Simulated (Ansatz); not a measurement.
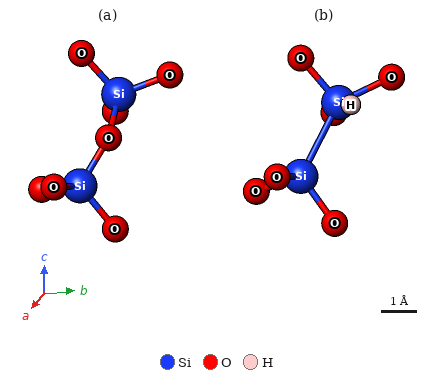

Left: perfect SiO2. Right: the same region with one point defect, after relaxing the atoms in a supercell of 72 sites. Style: ball-and-stick. Shown: the atoms within 3.3 Å of one point, from a free direction.

The calculation used DFT, PBEsol, PAW, plane waves (Ansatz 0.2.0). Set-up: plane-wave cutoff 420 eV; k-point mesh 1 × 1 × 1; mesh shifted by (0.25, 0.25, 0.25); no spin polarisation. Fermi-Dirac smearing of 0.01 eV. A uniform background neutralises the charged cell. The axes drawn are those of the host's conventional cell.

Question: Which defect is it?

Answer: An oxygen atom is replaced by hydrogen.

The charge state of the cell is −1.

Question: How does the lattice respond?

Answer: In the host the O atom has 2 Si at 1.62 Å; the H atom ends with 1 Si at 1.54 Å. Of the host's atoms, a silicon atom moves furthest from its site, by 0.41 Å. The H atom itself moves 1.47 Å from where it was put.

Limits of the set-up: the cell is charged, on a uniform background, and energies carry no finite-size correction.
